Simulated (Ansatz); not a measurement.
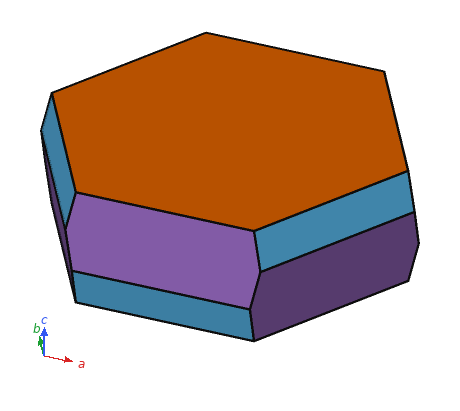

BFDH (Bravais–Friedel–Donnay–Harker) growth shape, computed from the cell and space group alone: each face lies at a distance from the centre proportional to 1/d(hkl), with d taken for the first order that the space group does not extinguish. It ignores bonding, solvent and kinetics. Faces of one form share a colour. Cell of Tl: space group R-3m (No. 166), a = 3.601 Å, b = 3.601 Å, c = 25.158 Å, α = 90.00°, β = 90.00°, γ = 120.00°. Origin: coordinates from a relaxation with DFT PBE, scalar-relativistic, plane waves, PAW in Ansatz 0.2.0. Forms under 0.4 % of the area are left out.

> Which form is which colour?

orange: {003} (d = 8.39 Å, 55 % of the area); purple: {101} (d = 3.09 Å, 30 % of the area); blue: {012} (d = 3.03 Å, 15 % of the area).
